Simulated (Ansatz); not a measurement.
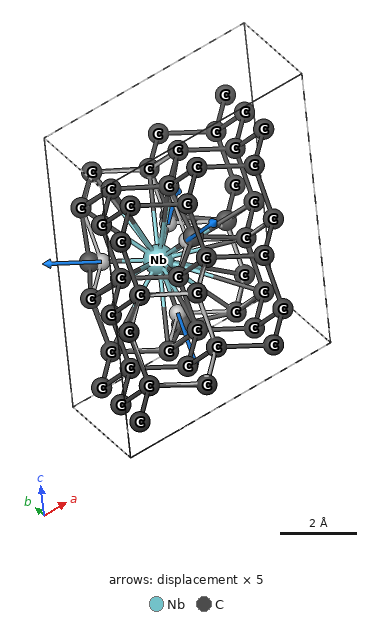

This is a relaxation of a defect cell of composition NbC₅₃ (cell charge +1). The starting structure is drawn faded, the final one solid; blue arrows show the displacements, magnified 5 times.

The picture is a ball-and-stick view of the cell of the calculation (origin shifted), seen slightly off an axis.

Theory: Ansatz 0.2.0, DFT, PBE, plane-wave PAW, default files, scalar-relativistic. Set-up: plane-wave cutoff 420 eV; k-point mesh 3 × 3 × 3; occupations fermi dirac; smearing width 0.01 eV; no spin polarisation; atoms relaxed in a fixed cell; force threshold 0.03 eV/Å; at most 40 steps.

Question: Which element moves most?

Answer: Carbon: up to 0.32 Å, against 0.00 Å for niobium.

Question: Describe the change and its energy.

Answer: After 4 geometry steps the energy has fallen by 16.048 eV per cell of the calculation. The largest force component goes from 16 to 0.0018 eV/Å. The largest moves, 0.32 Å, are those of C atoms. Nb stays in place. The lattice vectors keep their values. Near-neighbour distances that change, for instance: C–Nb 1.544 → 1.869 Å, C–C 1.544 → 1.492 Å, C–Nb 2.522 → 2.565 Å, C–C 1.544 → 1.551 Å. Bond angles that change, for instance: C–C–C 109.5° → 98.4°, Nb–C–C 109.5° → 98.9°, C–C–C 109.5° → 117.7°.

Limits of the set-up: the periodic images lie only 7.6 Å apart, so the values are limited by the cell's size; the cell is charged, on a uniform background, and energies carry no finite-size correction.
